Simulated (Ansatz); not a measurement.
# Geometry relaxation, with input and output: PtSe2

- system: PtSe2 (3 atoms in the cell)
- method: DFT PBE+D3(BJ), scalar-relativistic, plane waves, PAW, no spin polarisation (Ansatz 0.2.0)

The structure derives from an entry of the Crystallography Open Database. It belongs to a series of runs on one base structure; here: cell and atoms relaxed tightly for response. Figures and captions count atoms from 1; the log counts them from 0 in places.

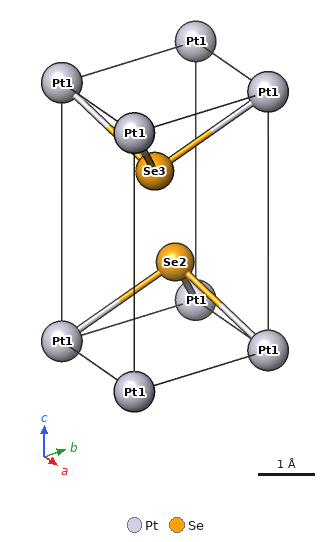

The structure as given in the input (ball-and-stick view of the cell of the calculation, seen slightly off an axis; atoms are numbered from 1 in the order of the input). Near neighbours in the crystal (not all of them lie inside the picture): Pt has 6 Se at 2.53 Å; Se has 3 Pt at 2.53 Å.

The input
```yaml
crystal:
  lattice:
    - [3.771702445, 0.0, 0.0]
    - [-1.8858512225, 3.2663901329, 0.0]
    - [0.0, 0.0, 4.8218263577]
  atoms:
    - { symbol: Pt, position: [0.0, 0.0, 0.0] }
    - { symbol: Se, position: [0.3333333333, 0.6666666667, 0.2655437461] }
    - { symbol: Se, position: [0.6666666667, 0.3333333333, 0.7344562539] }
basis:
  ecutwfc: 420
kpoints:
  mp_grid: { grid: [12, 12, 10] }
hamiltonian:
  xc: pbe
  dispersion: d3bj
scf:
  occupations: { method: fermi_dirac, width: 0.15 }
output:
  forces: true
  stress: true
  eigenvalues: true
relax:
  adjacent_minimum: "off"
  f_tol: 0.001
  max_steps: 60
  cell: { stress_tol: 0.01 }
```

Launch command:
```bash
ansatz run input.yaml --threads 1 --pin off --max-ram 3072MiB --backend cpu --events-out ev --progress --plain --runs-dir out
```

Output
```
band count auto-derived: 31 (N_el = 50.0; filled up to band 25; 30 by the electrons, moments and atoms)
Engine: ansatz 0.2.0, x86_64-unknown-linux-gnu
Pseudopotentials: kind: paw
Pseudopotential: Pt, paw, valence charge 18, recommended cutoff 420 eV (normal), Pt.paw.azcp
Pseudopotential: Se, paw, valence charge 16, recommended cutoff 420 eV (normal), Se.paw.azcp
Functional definition: PBE
  parameter kappa = 0.804
  parameter beta = 0.06672455060314922
  exchange = pbe_x(kappa = kappa, mu = beta*pi^2/3)
  correlation = pbe_c(beta = beta)
Crystal: 3 atoms, lattice volume = 59.404 Å³
Basis set: ecut = 420 eV, 1169 PW (Γ), exchange–correlation on 54×54×72 points (8 copies of the dense FFT grid, shifted against one another)
Bands: 31, of which v1, the nominal top of the filled ones, is band 25 counted from 1 (24 counted from 0)
Symmetry: 12 space group operations
Space group: P-3m1 (ITA 164), of the structure as read, at distance tolerance 3.9e-5 Å
k-points: 162 of 1440
Non-local potential: Pt, projectors of the file, l = 0: 3, l = 1: 2, l = 2: 2, l = 3: 1
Non-local potential: Se, projectors of the file, l = 0: 2, l = 1: 2, l = 2: 3, l = 3: 1
PAW form: soft (Blöchl's): semilocal exchange-correlation on the pseudo side does not see the compensation charge
PAW one-centre angular grid: Pt, 590 points (default); XC on 64 Gauss nodes
PAW one-centre angular grid: Se, 590 points (default); XC on 64 Gauss nodes
Initial density: superposition of atomic densities (neutral atoms: chi_scale 0, normalization atom), corrected by the library's trained network
Initial wavefunctions: pseudopotential atomic-orbital guess
Functional: x = pbe(κ = 0.804, μ = 0.2195149727645171), c = pbe(β = 0.06672455060314922)
SCF iter   1: F=—  HF=-23463.759242 eV  |F-HF|=—  |Δ(HF+E_count)|=         —  Δρ=2.29e-3  dr2=2.34e-3  ethr=1.77e-3  ⟨swp⟩=5.2  Hψ=19159  notcnv=0
preconditioner: auto → LDOS  [metal: Δε(μ)=0.050 eV  Ē_g=10.775 eV  σ=0.150 eV  W_gap=0.08  n_scr=22 (ndim 8)  ℏωp=22.6 eV  f_vac=0.022  D(μ)=0.74/eV (n_scr^D=2)  β→1.0]
SCF iter   2: F=—  HF=-23463.761311 eV  |F-HF|=—  |Δ(HF+E_count)|=   2.07e-3  Δρ=1.17e-3  dr2=1.09e-3  ethr=4.68e-6  ⟨swp⟩=2.0  Hψ=9098  notcnv=0
SCF iter   3: F=—  HF=-23463.761074 eV  |F-HF|=—  |Δ(HF+E_count)|=   2.37e-4  Δρ=2.37e-4  dr2=2.88e-5  ethr=2.19e-6  ⟨swp⟩=2.0  Hψ=6477  notcnv=0
SCF iter   4: F=—  HF=-23463.761063 eV  |F-HF|=—  |Δ(HF+E_count)|=   1.14e-5  Δρ=4.43e-5  dr2=1.40e-6  ethr=5.76e-8  ⟨swp⟩=2.0  Hψ=8929  notcnv=0
SCF iter   5: F=—  HF=-23463.761063 eV  |F-HF|=—  |Δ(HF+E_count)|=   5.34e-7  Δρ=1.34e-5  dr2=1.72e-7  ethr=2.81e-9  ⟨swp⟩=2.0  Hψ=6834  notcnv=0
SCF iter   6: F=-23463.761063 eV  HF=-23463.761063 eV  |F-HF|=3.14e-9  |Δ(HF+E_count)|=   6.48e-9  Δρ=2.79e-6  dr2=3.28e-9  ethr=2.00e-10  ⟨swp⟩=4.7  Hψ=18555  notcnv=0
SCF 1 converged in 6 iterations: F = -23463.761063 eV  dr2 = 3.28e-9
  greatest PAW one-centre occupation: 1.000 electrons in one spin orbital (limit 2), on the Pt atom at site 0 (counted from 0), in its partial waves of l = 0
relax step   1: F+E_penalty+E_count = -23463.76106350 eV  Δ(F+E_penalty+E_count) = +0.000e0 eV  max|allowed force component| = 1.225e-2 eV/Å  Δτ_max = 0.0000 Å  P = +0.055 GPa  Ω = 59.404 Å³  (6 SCF iters, dr2 threshold 1.00e-7 eV, accepted)
Crystal: 3 atoms, lattice volume = 59.371 Å³
Initial density: handed on by an earlier stage of this run
Initial wavefunctions: those handed on with the density
iter 1 solved again at ethr=6.51e-8 eV; its pass at ethr=3.10e-3 eV (dr2=3.26e-5 eV) is discarded
SCF iter   1: F=—  HF=-23463.761082 eV  |F-HF|=—  |Δ(HF+E_count)|=         —  Δρ=2.18e-4  dr2=3.07e-5  ethr=6.51e-8  ⟨swp⟩=2.0  Hψ=22060  notcnv=0
preconditioner: auto → LDOS  [metal: Δε(μ)=0.054 eV  Ē_g=10.773 eV  σ=0.150 eV  W_gap=0.09  n_scr=22 (ndim 8)  ℏωp=22.6 eV  f_vac=0.021  D(μ)=0.76/eV (n_scr^D=2)  β→1.0]
SCF iter   2: F=—  HF=-23463.761074 eV  |F-HF|=—  |Δ(HF+E_count)|=   8.56e-6  Δρ=1.48e-4  dr2=2.98e-5  ethr=6.13e-8  ⟨swp⟩=2.0  Hψ=7915  notcnv=0
SCF iter   3: F=—  HF=-23463.761066 eV  |F-HF|=—  |Δ(HF+E_count)|=   8.00e-6  Δρ=1.56e-5  dr2=1.40e-7  ethr=5.97e-8  ⟨swp⟩=2.0  Hψ=6387  notcnv=0
SCF iter   4: F=—  HF=-23463.761065 eV  |F-HF|=—  |Δ(HF+E_count)|=   9.97e-7  Δρ=4.78e-6  dr2=1.37e-8  ethr=2.79e-10  ⟨swp⟩=2.3  Hψ=7861  notcnv=0
SCF iter   5: F=-23463.761065 eV  HF=-23463.761065 eV  |F-HF|=4.00e-10  |Δ(HF+E_count)|=   2.04e-9  Δρ=1.17e-6  dr2=7.75e-10  ethr=1.88e-11  ⟨swp⟩=4.0  Hψ=15504  notcnv=0
SCF 2 converged in 5 iterations: F = -23463.761065 eV  dr2 = 7.75e-10
relax step   2: F+E_penalty+E_count = -23463.76106466 eV  Δ(F+E_penalty+E_count) = -1.168e-6 eV  max|allowed force component| = 1.403e-2 eV/Å  Δτ_max = 0.0027 Å  P = -0.029 GPa  Ω = 59.371 Å³  energy of the carried Pulay correction = +6.798e-6 eV  (5 SCF iters, dr2 threshold 9.38e-9 eV, rejected (line search))
Crystal: 3 atoms, lattice volume = 59.397 Å³
iter 1 solved again at ethr=1.85e-8 eV; its pass at ethr=3.10e-3 eV (dr2=9.27e-6 eV) is discarded
SCF iter   1: F=—  HF=-23463.761093 eV  |F-HF|=—  |Δ(HF+E_count)|=         —  Δρ=1.21e-4  dr2=8.91e-6  ethr=1.85e-8  ⟨swp⟩=2.0  Hψ=19443  notcnv=0
preconditioner: auto → LDOS  [metal: Δε(μ)=0.052 eV  Ē_g=10.774 eV  σ=0.150 eV  W_gap=0.09  n_scr=22 (ndim 8)  ℏωp=22.6 eV  f_vac=0.021  D(μ)=0.75/eV (n_scr^D=2)  β→1.0]
SCF iter   2: F=—  HF=-23463.761080 eV  |F-HF|=—  |Δ(HF+E_count)|=   1.32e-5  Δρ=8.12e-5  dr2=9.10e-6  ethr=1.78e-8  ⟨swp⟩=2.0  Hψ=7917  notcnv=0
SCF iter   3: F=—  HF=-23463.761078 eV  |F-HF|=—  |Δ(HF+E_count)|=   2.32e-6  Δρ=9.03e-6  dr2=1.16e-7  ethr=1.78e-8  ⟨swp⟩=2.0  Hψ=6442  notcnv=0
SCF iter   4: F=—  HF=-23463.761079 eV  |F-HF|=—  |Δ(HF+E_count)|=   6.65e-7  Δρ=2.92e-6  dr2=6.31e-9  ethr=2.33e-10  ⟨swp⟩=2.0  Hψ=6853  notcnv=0
SCF iter   5: F=—  HF=-23463.761079 eV  |F-HF|=—  |Δ(HF+E_count)|=   1.62e-9  Δρ=6.92e-7  dr2=3.28e-10  ethr=1.26e-11  ⟨swp⟩=2.0  Hψ=8876  notcnv=0
SCF iter   6: F=—  HF=-23463.761079 eV  |F-HF|=—  |Δ(HF+E_count)|=  4.00e-11  Δρ=8.93e-8  dr2=5.34e-12  ethr=1.00e-12  ⟨swp⟩=2.2  Hψ=6398  notcnv=0
SCF iter   7: F=-23463.761079 eV  HF=-23463.761079 eV  |F-HF|=3.64e-12  |Δ(HF+E_count)|=  7.28e-12  Δρ=1.80e-8  dr2=1.44e-13  ethr=1.00e-12  ⟨swp⟩=5.0  Hψ=18809  notcnv=0
SCF 3 converged in 7 iterations: F = -23463.761079 eV  dr2 = 1.44e-13
relax step   3: F+E_penalty+E_count = -23463.76107862 eV  Δ(F+E_penalty+E_count) = -1.513e-5 eV  max|allowed force component| = 1.704e-4 eV/Å  Δτ_max = 0.0012 Å  P = -0.002 GPa  Ω = 59.397 Å³  energy of the carried Pulay correction = +1.406e-6 eV  (7 SCF iters, accepted)
Initial wavefunctions: pseudopotential atomic-orbital guess (no wavefunctions were taken with the density)
iter 1 solved again at ethr=8.99e-8 eV; its pass at ethr=3.10e-3 eV (dr2=4.50e-5 eV) is discarded
SCF iter   1: F=—  HF=-23463.761090 eV  |F-HF|=—  |Δ(HF+E_count)|=         —  Δρ=5.74e-7  dr2=8.96e-11  ethr=8.99e-8  ⟨swp⟩=3.0  Hψ=30896  notcnv=0
eigensolver tolerance schedule: the retry pair's looser diagonalisation over-reported the residual by 501769.24 of it (diagonalisation noise at an unbounded share of the residual, at the tolerance the schedule requests for it); recorded, not acted on — ethr = c·dr2/N_el stays at c = 1.0e-1
SCF iter   2: F=—  HF=-23463.761078 eV  |F-HF|=—  |Δ(HF+E_count)|=   1.25e-5  Δρ=5.82e-7  dr2=1.92e-10  ethr=1.00e-12  ⟨swp⟩=3.6  Hψ=13578  notcnv=0
SCF iter   3: F=—  HF=-23463.761078 eV  |F-HF|=—  |Δ(HF+E_count)|=  7.64e-11  Δρ=2.28e-7  dr2=2.19e-11  ethr=1.00e-12  ⟨swp⟩=2.0  Hψ=8427  notcnv=0
SCF iter   4: F=—  HF=-23463.761078 eV  |F-HF|=—  |Δ(HF+E_count)|=  3.64e-12  Δρ=1.37e-7  dr2=9.01e-12  ethr=1.00e-12  ⟨swp⟩=1.0  Hψ=5022  notcnv=0
SCF iter   5: F=-23463.761078 eV  HF=-23463.761078 eV  |F-HF|=3.64e-12  |Δ(HF+E_count)|=  3.64e-12  Δρ=1.03e-8  dr2=9.23e-14  ethr=1.00e-12  ⟨swp⟩=4.0  Hψ=20567  notcnv=0
SCF 4 converged in 5 iterations: F = -23463.761078 eV  dr2 = 9.23e-14
relax step   4: F+E_penalty+E_count = -23463.76107784 eV  Δ(F+E_penalty+E_count) = +7.829e-7 eV  max|allowed force component| = 1.705e-4 eV/Å  Δτ_max = 0.0000 Å  P = -0.002 GPa  Ω = 59.397 Å³  stress off target by 7.34e-3 GPa  SCF on the basis re-selected at this cell (its energy is not comparable with the rows above)  (5 SCF iters)
```

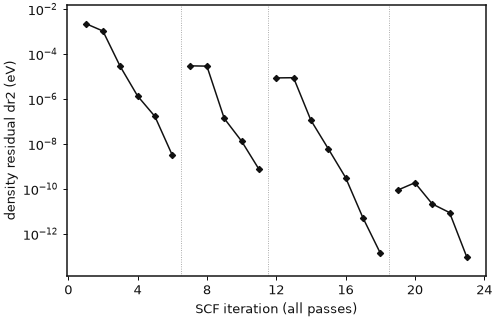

Convergence of the self-consistent field: density residual dr2 against the SCF iteration. The dotted lines part the SCF passes of the relaxation: geometry steps, rejected trials and re-solves on a re-selected basis. The passes take 6, 5, 7 and 5 iterations.

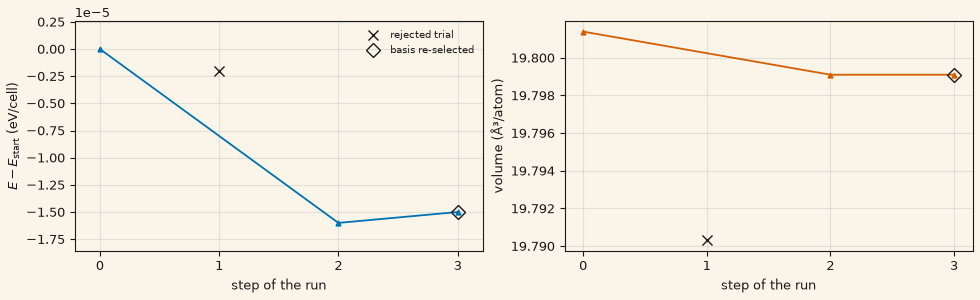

Progress of the relaxation, step by step (the first geometry is step 0 here and step 1 in the log). The atoms keep their places relative to the cell (all moves are under 0.005 Å). The space group stays P-3m1 (No. 164). The energy falls by next to nothing (0.0 meV per cell of the calculation) in 2 geometry steps. Largest force component: 0.012 eV/Å at the start, 0.00017 eV/Å at the end. The pressure goes from 0.06 to 0.00 GPa. The line search rejected the trial step at point 1 (counted from 0) and went back. A last SCF at the same geometry on a re-selected plane-wave basis shifts the energy by +0.0 meV per cell of the calculation.

```
basis re-selected at this cell: Δ(F+E_penalty+E_count) = +7.829e-7 eV, ΔP = -0.000 GPa vs the last step (what re-selecting the basis moved, of the pressure what is left beyond the Pulay correction that the steps carried, after the strain that the cell walked since its last selection, with what the two solves' SCF thresholds leave and, on support functions, any second-order correction that the steps lacked; it is no measure of the basis error at this ecutwfc). This SCF's stress stands 7.34e-3 GPa from its target on what of the cell is left free (relax.cell.stress_tol is 1.00e-2 GPa) and its largest allowed force component is 1.71e-4 eV/Å (relax.f_tol is 1.00e-3 eV/Å): within both
SCF converged after 5 iterations
Free energy (F): -23463.761078 eV
Harris-Foulkes:  -23463.761078 eV  (|F-HF|=3.64e-12)
Internal energy: -23463.702221 eV  (E = F + TS)
E sigma→0 (E₀):  -23463.731650 eV
Entropy (-TS):   -0.058857 eV (-19.619 meV/atom)
Fermi energy:    13.582964 eV
--- Per-component energies (eV) ---
  E_band       = -936.402779
  E_kinetic    = 874.606370
  E_local      = -6469.544167  (includes V_loc(G=0)·N_el)
  E_nonlocal   = -989.820927
  E_hartree    = 3001.166261
  E_xc         = -470.686579
  E_vxc        = -499.963316  (∫ρ·V_xc dr)
  E_paw        = -13278.287897  (= ΣΔE_a)
  E_vpaw       = 145.987731  (= ΣTr[D̂ρ^β])
  E_aug_tail   = -0.001005  (compensation charges beyond the density's cutoff)
  E_ewald      = -6129.663517
  E_disp       = -1.470762  (pairwise vdW)
  E_smearing   = -0.058857  (= −TS)
  E_closure    = -0.000000  (closes the sum)
  Σ components = -23463.761078   (vs F -23463.761078, Δ=0.00e0)
--- Forces (eV/Å), atoms counted from 1 ---
  atom   1  Pt     0.00000000    -0.00000000     0.00000000
  atom   2  Se    -0.00000000     0.00000000    -0.00017053
  atom   3  Se     0.00000000    -0.00000000     0.00017053
  max |Σ_I F_I| component: 2.31e-18 eV/Å
--- Stress (GPa, compression-positive) ---
        0.000415      -0.000000      -0.000000
       -0.000000       0.000415       0.000000
       -0.000000       0.000000      -0.007344
  P = ⅓ Tr σ = -0.0022 GPa (-0.022 kbar)
--- Band table (eV; the first three rows and the last of 162) ---
  k-point 0: bands = ["-85.6614", "-39.9103", "-39.9103", "-39.8198", "-34.9026", "-34.9026", "-34.8998", "-34.8998", "-34.8955", "-34.8955", "-34.8902", "-34.8902", "-34.8899", "-34.8891", "-2.0182", "1.0829", "6.5358", "7.4400", "7.4400", "9.8824", "9.8824", "11.1912", "12.6447", "12.6447", "14.4275", "14.7190", "14.7190", "17.0164", "17.7644", "20.9486", "20.9486"]
  k-point 1: bands = ["-85.6614", "-39.9103", "-39.9103", "-39.8199", "-34.9025", "-34.9025", "-34.8999", "-34.8999", "-34.8954", "-34.8954", "-34.8903", "-34.8903", "-34.8899", "-34.8891", "-1.9691", "0.9539", "6.7054", "7.4495", "7.4495", "9.8761", "9.8761", "11.1856", "12.5570", "12.5570", "14.1163", "14.8468", "14.8468", "17.1157", "18.0719", "20.9072", "20.9072"]
  k-point 2: bands = ["-85.6614", "-39.9103", "-39.9103", "-39.8199", "-34.9023", "-34.9023", "-34.9000", "-34.9000", "-34.8950", "-34.8950", "-34.8908", "-34.8908", "-34.8900", "-34.8890", "-1.8240", "0.6171", "7.1583", "7.4749", "7.4749", "9.8607", "9.8607", "11.1614", "12.3556", "12.3556", "13.4221", "15.1627", "15.1627", "17.4260", "18.7284", "20.7791", "20.7791"]
  k-point 161: bands = ["-85.6612", "-39.9162", "-39.9162", "-39.8193", "-34.9010", "-34.9010", "-34.9007", "-34.9007", "-34.8941", "-34.8934", "-34.8934", "-34.8928", "-34.8887", "-34.8887", "0.0668", "0.0668", "7.2423", "7.2423", "7.7134", "9.2192", "9.3817", "9.3817", "10.2269", "11.1868", "11.1868", "15.9956", "15.9956", "20.2436", "21.2636", "21.2945", "21.2945"]
--- Relaxed structure (3 steps of the walk, 2 accepted, 1 SCFs on fresh bases) ---
  F+E_penalty+E_count = -23463.76107784 eV   max|allowed force component| = 1.705e-4 eV/Å   (the final SCF, on the basis selected at the relaxed cell)
  cell:  # Å, volume = 59.3973 Å³
    - [3.771961970120385, 1.9857944118430942e-33, 0.0]
    - [-1.8859809850601925, 3.2666148882330535, -2.2323010987121404e-20]
    - [0.0, -3.295310063455136e-20, 4.820604129727098]
  atoms:
    - { symbol: Pt, position: [1.1347248048490403e-35, -1.0295115178936058e-84, 0.0] }
    - { symbol: Se, position: [0.33333333333333326, 0.6666666666666665, 0.2657851324972712] }
    - { symbol: Se, position: [0.6666666666666665, 0.33333333333333326, 0.7342148675027287] }
```

Trajectory as extended XYZ (Å, eV, eV/Å), 4 frames, from step=1 to step=4
```
3
Lattice="3.7717 0.0000 0.0000 -1.8859 3.2664 0.0000 0.0000 0.0000 4.8218" Properties=species:S:1:pos:R:3:forces:R:3 step=1 energy=-23463.76106 pressure_GPa=0.06
Pt    0.0000    0.0000    0.0000    0.0000   0.0000   0.0000
Se    0.0000    2.1776    1.2804    0.0000   0.0000   0.0123
Se    1.8859    1.0888    3.5414    0.0000   0.0000  -0.0123
3
Lattice="3.7714 0.0000 0.0000 -1.8857 3.2661 0.0000 0.0000 0.0000 4.8199" Properties=species:S:1:pos:R:3:forces:R:3 step=2 energy=-23463.76106 pressure_GPa=-0.03 accepted=F
Pt    0.0000    0.0000    0.0000    0.0000   0.0000   0.0000
Se    0.0000    2.1774    1.2826    0.0000   0.0000  -0.0140
Se    1.8857    1.0887    3.5373    0.0000   0.0000   0.0140
3
Lattice="3.7720 0.0000 0.0000 -1.8860 3.2666 0.0000 0.0000 0.0000 4.8206" Properties=species:S:1:pos:R:3:forces:R:3 step=3 energy=-23463.76108 pressure_GPa=-0.00
Pt    0.0000    0.0000    0.0000    0.0000   0.0000   0.0000
Se    0.0000    2.1777    1.2812    0.0000   0.0000  -0.0002
Se    1.8860    1.0889    3.5394    0.0000   0.0000   0.0002
3
Lattice="3.7720 0.0000 0.0000 -1.8860 3.2666 0.0000 0.0000 0.0000 4.8206" Properties=species:S:1:pos:R:3:forces:R:3 step=4 energy=-23463.76108 pressure_GPa=-0.00
Pt    0.0000    0.0000    0.0000    0.0000   0.0000   0.0000
Se    0.0000    2.1777    1.2812    0.0000   0.0000  -0.0002
Se    1.8860    1.0889    3.5394    0.0000   0.0000   0.0002
```

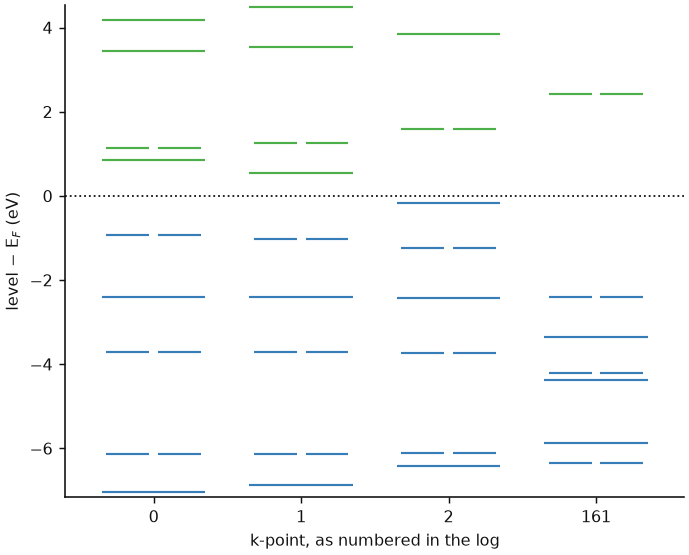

Kohn–Sham levels near the Fermi level (dotted) at the few k-points that the log prints; levels within 0.02 eV of each other stand side by side. The system is metallic on the full mesh.

Summary

```json
{"quantity": "outcome", "value": "converged"}
{"quantity": "space group (tolerance 0.01 Å)", "value": "P-3m1 (164)"}
{"quantity": "electrons treated", "value": "50"}
{"quantity": "free energy", "value": "−23463.7611 eV"}
{"quantity": "Fermi energy", "value": "13.583 eV"}
{"quantity": "gap on the k-point mesh", "value": "none (metallic)"}
{"quantity": "pressure", "value": "0.00 GPa"}
{"quantity": "final volume", "value": "59.40 Å³"}
{"quantity": "largest force (length of the vector) at the end", "value": "under 0.001 eV/Å"}
{"quantity": "final cell", "value": "a = 3.772 Å, b = 3.772 Å, c = 4.821 Å, α = 90.00°, β = 90.00°, γ = 120.00°"}
{"quantity": "hardware", "value": "1 thread of Intel Xeon (Granite Rapids), 32 GiB of memory available, shared host"}
{"quantity": "wall time", "value": "31 s"}
{"quantity": "peak memory", "value": "0.55 GiB"}
```

Remarks

Results for this metal are sensitive to the k-point mesh. Spin–orbit coupling is left out, which matters for Pt.
